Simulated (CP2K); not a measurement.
The calculation's input:

```
&GLOBAL
  PROJECT w_scf
  RUN_TYPE ENERGY_FORCE
  PRINT_LEVEL LOW
&END GLOBAL
&FORCE_EVAL
  METHOD QS
  STRESS_TENSOR ANALYTICAL
  &DFT
    BASIS_SET_FILE_NAME BASIS_MOLOPT_UZH
    POTENTIAL_FILE_NAME POTENTIAL_UZH
    &MGRID
      CUTOFF 450
      REL_CUTOFF 60
      NGRIDS 4
    &END MGRID
    &QS
      METHOD GPW
      EPS_DEFAULT 1.0E-10
    &END QS
    &KPOINTS
      SCHEME MONKHORST-PACK 11 11 11
      GAMMA_CENTERED T
      SYMMETRY T
      SYMMETRY_BACKEND SPGLIB
    &END KPOINTS
    &SCF
      SCF_GUESS ATOMIC
      EPS_SCF 1.0E-6
      MAX_SCF 100
      ADDED_MOS 11
      CHOLESKY OFF
      EPS_EIGVAL 1.0E-7
      &DIAGONALIZATION ON
        ALGORITHM STANDARD
      &END DIAGONALIZATION
      &MIXING ON
        METHOD BROYDEN_MIXING
        ALPHA 0.4
        BETA 1.5
        NBUFFER 8
      &END MIXING
      &SMEAR ON
        METHOD FERMI_DIRAC
        ELECTRONIC_TEMPERATURE 580.23
      &END SMEAR
    &END SCF
    &XC
      &XC_FUNCTIONAL PBE
      &END XC_FUNCTIONAL
    &END XC
    &PRINT
      &KPOINTS ON
      &END KPOINTS
      &MULLIKEN ON
      &END MULLIKEN
      &MO ON
        ENERGIES T
        OCCUPATION_NUMBERS T
        &EACH
          QS_SCF 0
        &END EACH
        ADD_LAST NUMERIC
      &END MO
      &LOWDIN ON
      &END LOWDIN
      &HIRSHFELD ON
        SHAPE_FUNCTION DENSITY
      &END HIRSHFELD
      &E_DENSITY_CUBE ON
        STRIDE 1
      &END E_DENSITY_CUBE
      &V_HARTREE_CUBE ON
        STRIDE 1
      &END V_HARTREE_CUBE
      &ELF_CUBE ON
        STRIDE 1
      &END ELF_CUBE
    &END PRINT
  &END DFT
  &SUBSYS
    &CELL
      ABC 2.8708535316 2.8708535316 2.8708535316
      ALPHA_BETA_GAMMA 60.0000000006 59.9999999999 59.9999999999
      PERIODIC XYZ
    &END CELL
    &COORD
      SCALED
      W   0.0000000000 0.0000000000 0.0000000000
    &END COORD
    &KIND W
      BASIS_SET TZVP-MOLOPT-PBE-GTH-q14
      POTENTIAL GTH-PBE-q14
    &END KIND
    &PRINT
      &ATOMIC_COORDINATES ON
      &END ATOMIC_COORDINATES
      &CELL ON
      &END CELL
    &END PRINT
  &END SUBSYS
  &PRINT
    &FORCES ON
    &END FORCES
    &STRESS_TENSOR ON
    &END STRESS_TENSOR
  &END PRINT
&END FORCE_EVAL
```

Command:

```sh
OMP_NUM_THREADS=1 cp2k.psmp -i w_scf.inp -o w_scf.out
```

Below, planes, directions and counts refer to the conventional cell (a = 4.06 Å, b = 4.06 Å, c = 4.06 Å, α = 90.00°, β = 90.00°, γ = 90.00°).

Space group Fm-3m; computed pressure about −7 GPa in this cell.

Method: CP2K, Kohn-Sham DFT of a periodic cell, PBE, GTH-PBE with UZH-TZVP basis.

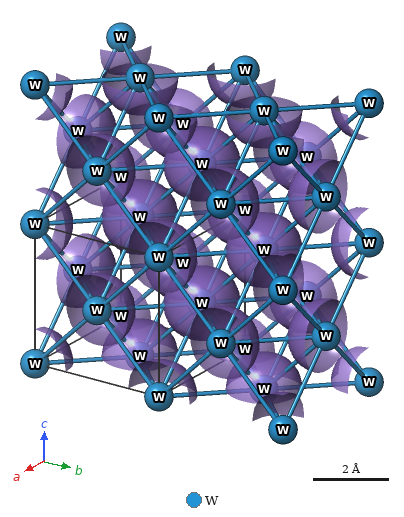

W. Isosurface of the valence electron density at 0.6 e/Å³ (purple), seen at an oblique angle. Sticks mark near contacts.

In a pseudopotential calculation such maps are meaningful between the atoms, not at the nuclei.

Q: What does this surface tell about the bonding?

A: At this value the density breaks into separate islands; it holds about 70 % of the electrons treated as valence. It bridges none of the near contacts. It is pinched off along the shortest W–W (2.87 Å) contacts. On the grid the lowest density along these lines, outside the cores, is 0.34 e/Å³ (W–W, 2.87 Å).
